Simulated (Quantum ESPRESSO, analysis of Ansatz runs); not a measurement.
# Migration in Al2O3 (R-3c): V_O hop (2.6 Å), charge 0 (Quantum ESPRESSO), part 3 of 3

Aim: the barrier of one jump in Al2O3 (R-3c) at charge 0: V_O hop (2.6 Å). The model is a cell of 80 host atoms with 1 O taken out; O is the atom that moves.

Quantum ESPRESSO 7.5; Quantum ESPRESSO plane-wave DFT, PBEsol, GBRV 1.5 PBEsol potentials; nudged elastic band between two relaxed defect structures.

So far: Set-up; Relaxation of the start point, charge 0; Relaxation of the end point, charge 0.

### 4. Nudged elastic band, charge 0

3 movable images are laid between the ends by interpolation. Each image feels the true force across the path and a spring force along it. The highest image is set to climb to the top of the path.

This step: Quantum ESPRESSO plane-wave DFT, PBEsol, GBRV 1.5 PBEsol potentials; nudged elastic band between two relaxed defect structures.

Input file neb.in:

```
BEGIN
BEGIN_PATH_INPUT
&PATH
  restart_mode = 'from_scratch'
  string_method = 'neb'
  nstep_path = 45
  ds = 1.5
  opt_scheme = 'broyden'
  num_of_images = 5
  k_max = 0.3
  k_min = 0.2
  CI_scheme = 'auto'
  path_thr = 0.06
/
END_PATH_INPUT
BEGIN_ENGINE_INPUT
&CONTROL
  prefix = 'pwscf'
  outdir = './tmp'
  pseudo_dir = './pseudo'
  disk_io = 'low'
/
&SYSTEM
  ibrav = 0
  nat = 79
  ntyp = 2
  ecutwfc = 36
  ecutrho = 288
  nbnd = 193
  occupations = 'fixed'
  nosym = .true.
/
&ELECTRONS
  conv_thr = 8d-08
  electron_maxstep = 100
  mixing_beta = 0.5
/
ATOMIC_SPECIES
Al    26.9815 al_pbesol_v1.uspp.F.UPF
O     15.9990 o_pbesol_v1.2.uspp.F.UPF
CELL_PARAMETERS angstrom
   4.7750098535    2.7568532772    8.6755440955
  -4.7750098535    2.7568532772    8.6755440955
   0.0000000000   -5.5137065544    8.6755440955
BEGIN_POSITIONS
FIRST_IMAGE
ATOMIC_POSITIONS crystal
Al     0.3236575605    0.3249810221    0.3247020045
Al     0.4358124251    0.4200027069    0.4279660972
Al     0.0735596939    0.0741348181    0.0741871393
Al     0.1733312446    0.1780063397    0.1771680444
O      0.2213391087    0.0284696167    0.3752551073
O      0.4714629764    0.1254939626    0.2782608846
O      0.0262110378    0.3754900383    0.2232624467
O      0.3744317948    0.2222528716    0.0279985442
O      0.1245027008    0.2774094821    0.4731425159
O      0.2775703996    0.4719234906    0.1255310918
Al     0.3233688355    0.3246097408    0.8242375730
Al     0.4253330750    0.4262493580    0.9269642713
Al     0.0739744584    0.0738355392    0.5741270931
Al     0.1750961763    0.1762675277    0.6766551592
O      0.2219355396    0.0283303042    0.8749856062
O      0.4726769332    0.1264559710    0.7759811831
O      0.0278417590    0.3751384354    0.7221991240
O      0.3757631459    0.2212384529    0.5278810323
O      0.1246061903    0.2783174576    0.9722022321
O      0.2787668840    0.4713338750    0.6250999748
Al     0.3234026557    0.8244382673    0.3240466972
Al     0.4257710785    0.9263840572    0.4262392000
Al     0.0731251948    0.5734458203    0.0748640070
Al     0.1760270103    0.6755316984    0.1769695434
O      0.2230084096    0.5271935672    0.3748337084
O      0.4720422240    0.6252686384    0.2780107445
O      0.0275748072    0.8750807872    0.2222166668
O      0.3747670724    0.7220918075    0.0280985350
O      0.1246818286    0.7783624180    0.4720150755
O      0.2772887122    0.9727544464    0.1250356077
Al     0.3233525201    0.8237349007    0.8244284344
Al     0.4255819356    0.9259135763    0.9265707305
Al     0.0758283376    0.5731844940    0.5724808507
Al     0.1757439335    0.6762948784    0.6760304325
O      0.2217737456    0.5283034351    0.8751127417
O      0.4717289472    0.6247592782    0.7784276129
O      0.0270994284    0.8754467306    0.7220394543
O      0.3745796365    0.7223005334    0.5284122619
O      0.1246464917    0.7780876462    0.9723170548
O      0.2776740577    0.9717353399    0.6255709895
Al     0.8128162148    0.3223654915    0.3307570484
Al     0.9255086756    0.4255414050    0.4254556783
Al     0.5730666093    0.0742309909    0.0746767385
Al     0.6758463817    0.1761888126    0.1761631675
O      0.7212190129    0.0295388566    0.3755021164
O      0.9703599428    0.1252668530    0.2791160772
O      0.5287276589    0.3746060132    0.2216656121
O      0.8747423908    0.2220625127    0.0281538920
O      0.7769264952    0.4724797743    0.1253191119
Al     0.8234603002    0.3243377730    0.8239645108
Al     0.9258263144    0.4263104617    0.9262538396
Al     0.5731181752    0.0725907014    0.5750345837
Al     0.6760855604    0.1750681731    0.6783031139
O      0.7215207731    0.0277362276    0.8760651151
O      0.9713091539    0.1249395255    0.7787686258
O      0.5279844864    0.3748779461    0.7208452806
O      0.8732975229    0.2224550766    0.5292210949
O      0.6245591569    0.2782208822    0.9718269333
O      0.7777459965    0.4721752656    0.6249457600
Al     0.8238799093    0.8233848141    0.3242334366
Al     0.9258044430    0.9262511469    0.4259114177
Al     0.5734547658    0.5739650209    0.0743990658
Al     0.6757475678    0.6760751041    0.1764480065
O      0.7201422764    0.5285167537    0.3760769920
O      0.9713625403    0.6248645138    0.2785512533
O      0.5277416624    0.8752690268    0.2223060981
O      0.8744994733    0.7221428077    0.0285710555
O      0.6246477897    0.7785423835    0.4724305427
O      0.7776179759    0.9721339195    0.1257006299
Al     0.8237691733    0.8238631745    0.8244716730
Al     0.9259585999    0.9259581664    0.9268102935
Al     0.5734433692    0.5741363033    0.5743885876
Al     0.6762131628    0.6758309525    0.6762933460
O      0.7215382647    0.5281837289    0.8752323359
O      0.9718293641    0.6254045852    0.7777576740
O      0.5278380468    0.8747202031    0.7225256093
O      0.8748417788    0.7224539121    0.5282664590
O      0.6246463164    0.7787798588    0.9717316360
O      0.7764876135    0.9744716205    0.6241697053
INTERMEDIATE_IMAGE
ATOMIC_POSITIONS crystal
Al     0.3237075582    0.3246997829    0.3244856307
Al     0.4328429758    0.4218339320    0.4274918201
[... 77 atom lines left out ...]
INTERMEDIATE_IMAGE
ATOMIC_POSITIONS crystal
Al     0.3240280235    0.3244956055    0.3242904128
Al     0.4306274201    0.4232115801    0.4271313340
[... 77 atom lines left out ...]
INTERMEDIATE_IMAGE
ATOMIC_POSITIONS crystal
Al     0.3241555745    0.3242839833    0.3241010858
Al     0.4282729691    0.4246714211    0.4267405414
[... 77 atom lines left out ...]
LAST_IMAGE
ATOMIC_POSITIONS crystal
Al     0.3242087974    0.3240397017    0.3237960872
Al     0.4253445319    0.4264643037    0.4262864267
[... 4 atom lines left out ...]
O      0.0266935332    0.3738188865    0.2246540607
[... 8 atom lines left out ...]
O      0.4731513758    0.1246442182    0.7773559641
[... 24 atom lines left out ...]
Al     0.8233199182    0.3250932368    0.3222702531
Al     0.9262476008    0.4279809248    0.4252685122
[... 3 atom lines left out ...]
O      0.9713483790    0.1253736285    0.2795650126
[... 5 atom lines left out ...]
Al     0.5739672960    0.0746098496    0.5751110195
Al     0.6864816470    0.1778365336    0.6698861396
[... 2 atom lines left out ...]
O      0.5290726633    0.3749292695    0.7214062091
O      0.6260138665    0.2778843592    0.4712994866
[... 6 atom lines left out ...]
O      0.7228993620    0.5257132703    0.3764337323
[... 14 atom lines left out ...]
O      0.7792754207    0.9715101080    0.6245215314
END_POSITIONS
K_POINTS gamma
END_ENGINE_INPUT
END
```

Command:

```console
$ OMP_NUM_THREADS=1 mpirun -n 8 neb.x -ni 2 -inp neb.in > neb.out
```

What it wrote:

```text
[shortened: banners, details of potentials and solvers, and blank lines are left out]
[banner, memory and clock lines left out]
     path-images division:  nimage    =       2
     initial path length           =  5.0870 bohr
     initial inter-image distance  =  1.2718 bohr
     string_method                 =    neb
     restart_mode                  =    from_scratch
     opt_scheme                    =    broyden
     num_of_images                 =    5
     nstep_path                    =    45
     CI_scheme                     =    auto
     first_last_opt                =    F
     use_freezing                  =    F
     ds                            =    1.5000 a.u.
     k_max                         =    0.3000 a.u.
     k_min                         =    0.2000 a.u.
     path_thr                      =    0.0600 eV / A
     ------------------------------ iteration   1 ------------------------------
     activation energy (->) =   5.431345 eV
     activation energy (<-) =   5.431679 eV
     image        energy (eV)        error (eV/A)        frozen
         1     -23655.4752820            0.029970            T
         2     -23652.6929066            3.525267            F
         3     -23650.0439372            2.594345            F
         4     -23652.6947433            3.526918            F
         5     -23655.4756165            0.025241            T
     climbing image =  3
     path length          =  5.087 bohr
     inter-image distance =  1.272 bohr
     ------------------------------ iteration   2 ------------------------------
     activation energy (->) =   4.924805 eV
     activation energy (<-) =   4.925139 eV
     image        energy (eV)        error (eV/A)        frozen
         1     -23655.4752820            0.029970            T
         2     -23652.9028359            1.415532            F
         3     -23650.5504774            0.836895            F
         4     -23652.9031506            1.430936            F
         5     -23655.4756165            0.025241            T
     climbing image =  3
     path length          =  5.260 bohr
[...]
------------------------------ iteration   3 ------------------------------
     activation energy (->) =   4.744468 eV
     activation energy (<-) =   4.744802 eV
     image        energy (eV)        error (eV/A)        frozen
         1     -23655.4752820            0.029970            T
         2     -23652.9244842            1.936961            F
         3     -23650.7308144            0.809400            F
         4     -23652.9241942            1.947637            F
         5     -23655.4756165            0.025241            T
     climbing image =  3
     path length          =  5.307 bohr
[...]
------------------------------ iteration   4 ------------------------------
     activation energy (->) =   4.631260 eV
     activation energy (<-) =   4.631594 eV
     image        energy (eV)        error (eV/A)        frozen
         1     -23655.4752820            0.029970            T
         2     -23652.9181407            1.990819            F
         3     -23650.8440224            0.278925            F
         4     -23652.9178820            1.975222            F
         5     -23655.4756165            0.025241            T
     climbing image =  3
     path length          =  5.494 bohr
[...]
------------------------------ iteration   5 ------------------------------
     activation energy (->) =   4.608945 eV
     activation energy (<-) =   4.609280 eV
     image        energy (eV)        error (eV/A)        frozen
         1     -23655.4752820            0.029970            T
         2     -23653.0189500            0.818353            F
         3     -23650.8663369            0.235336            F
         4     -23653.0186622            0.762370            F
         5     -23655.4756165            0.025241            T
     climbing image =  3
     path length          =  5.521 bohr
[...]
------------------------------ iteration   6 ------------------------------
     activation energy (->) =   4.601288 eV
     activation energy (<-) =   4.601622 eV
     image        energy (eV)        error (eV/A)        frozen
         1     -23655.4752820            0.029970            T
         2     -23653.0539095            0.243111            F
         3     -23650.8739944            0.117307            F
         4     -23653.0546343            0.182518            F
         5     -23655.4756165            0.025241            T
     climbing image =  3
     path length          =  5.512 bohr
[...]
------------------------------ iteration   7 ------------------------------
     activation energy (->) =   4.588489 eV
     activation energy (<-) =   4.588824 eV
     image        energy (eV)        error (eV/A)        frozen
         1     -23655.4752820            0.029970            T
         2     -23653.0675340            0.097429            F
         3     -23650.8867925            0.220593            F
         4     -23653.0708467            0.098630            F
         5     -23655.4756165            0.025241            T
     climbing image =  3
     path length          =  5.546 bohr
[...]
------------------------------ iteration   8 ------------------------------
     activation energy (->) =   4.584820 eV
     activation energy (<-) =   4.585155 eV
     image        energy (eV)        error (eV/A)        frozen
         1     -23655.4752820            0.029970            T
         2     -23653.0743832            0.119707            F
         3     -23650.8904618            0.507429            F
         4     -23653.0780364            0.183000            F
         5     -23655.4756165            0.025241            T
     climbing image =  3
     path length          =  5.568 bohr
[...]
------------------------------ iteration   9 ------------------------------
     activation energy (->) =   4.588917 eV
     activation energy (<-) =   4.589251 eV
     image        energy (eV)        error (eV/A)        frozen
         1     -23655.4752820            0.029970            T
         2     -23653.0785554            0.258333            F
         3     -23650.8863651            1.008712            F
         4     -23653.0798914            0.349223            F
         5     -23655.4756165            0.025241            T
     climbing image =  3
     path length          =  5.582 bohr
[...]
------------------------------ iteration  10 ------------------------------
     activation energy (->) =   4.582558 eV
     activation energy (<-) =   4.582893 eV
     image        energy (eV)        error (eV/A)        frozen
         1     -23655.4752820            0.029970            T
         2     -23653.0822303            0.192206            F
         3     -23650.8927235            0.648341            F
         4     -23653.0832508            0.196771            F
         5     -23655.4756165            0.025241            T
     climbing image =  3
     path length          =  5.593 bohr
[...]
------------------------------ iteration  11 ------------------------------
     activation energy (->) =   4.578277 eV
     activation energy (<-) =   4.578612 eV
     image        energy (eV)        error (eV/A)        frozen
         1     -23655.4752820            0.029970            T
         2     -23653.0856479            0.030932            F
         3     -23650.8970047            0.021744            F
         4     -23653.0849737            0.029575            F
         5     -23655.4756165            0.025241            T
     climbing image =  3
     path length          =  5.597 bohr
     inter-image distance =  1.399 bohr
     neb: convergence achieved in  11 iterations
```

It took 9.1 min on 8 MPI ranks of Arm Neoverse V1, shared host; peak memory 1.9 GiB.

The path, image by image:

```csv
image,path (Å),energy (eV),"O57: x, y, z (Å)"
0,0.000,0.0000,"3.108, 0.103, 14.098"
1,0.814,2.3896,"2.740, 0.052, 13.527"
2,1.481,4.5783,"2.386, -0.002, 13.014"
3,2.147,2.3903,"2.032, -0.056, 12.501"
4,2.962,-0.0003,"1.662, -0.107, 11.931"
```

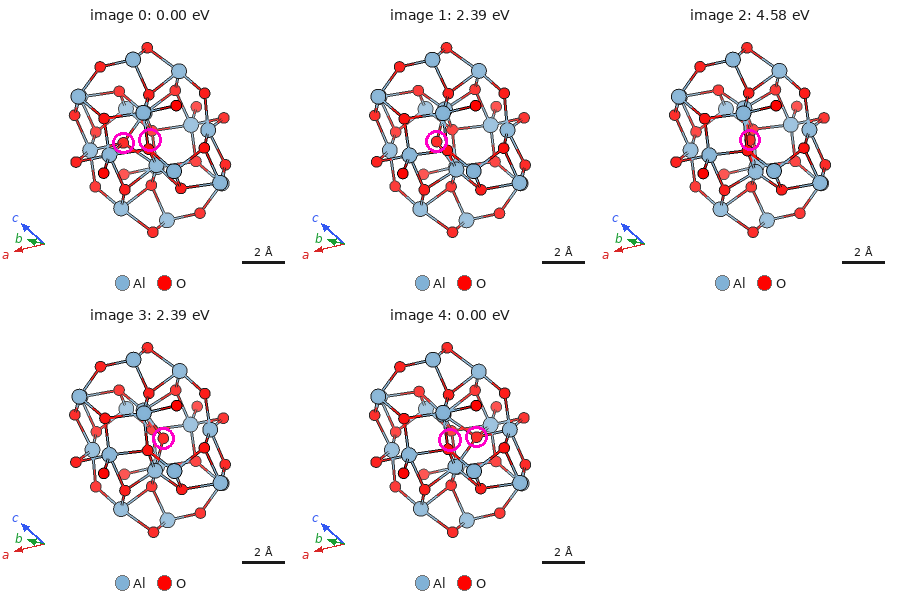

Images along the path; O57 is ringed. A ring with no atom in it marks the empty centre.

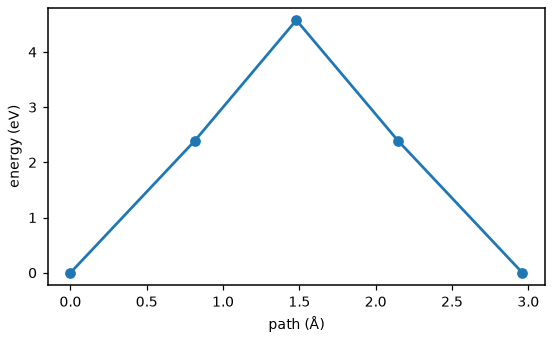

Energy along the path.

Numbers from this step:

* barrier forward: 4.578 eV
* barrier backward: 4.579 eV
* end less start: -3.34e-4 eV
* hop length: 2.613 Å

The band met its tolerance of 0.06 eV/Å after 11 iterations, with image 2 on top (the start counts as 0). O57, which moves farthest between the ends, has 4 Al at 1.85 to 1.98 Å nearest at the start and 2 Al at 1.66 Å at the top.

### 5. Outcome

* barrier forward: 4.58 eV
* barrier backward: 4.58 eV
* end less start: 0.00 eV
* hop length: 2.61 Å
* band iterations, as the log counts them: 11

In words: The top of the band lies 4.58 eV above the start and 4.58 eV above the end, which are alike in energy and neighbours. With an assumed prefactor of 1e13 per second it gives one hop a second along this one path at about 1770 K; whether such hops link up through the crystal wasn't checked. At the top O57 stands 1.66 Å from its nearest Al, 0.19 Å closer than at the start. The order of the top as a saddle was not checked for all atoms, so a bent path could be lower. What this leaves open: sampling at the zone centre alone can move energies of charged and open-shell states by tenths of an eV or more in cells of this size. The cutoff of 36 Ry is under the 40 Ry advised for these potentials.

[Logs are printed without paths, hosts, clocks, repeated set-up lines and the standing remarks that a program may print on its own settings, such as how far it seeks lower states.]

[Hosts, paths, dates, database ids (printed as entryN), source tags and the programs' standing remarks are cut or masked in the printed files.]
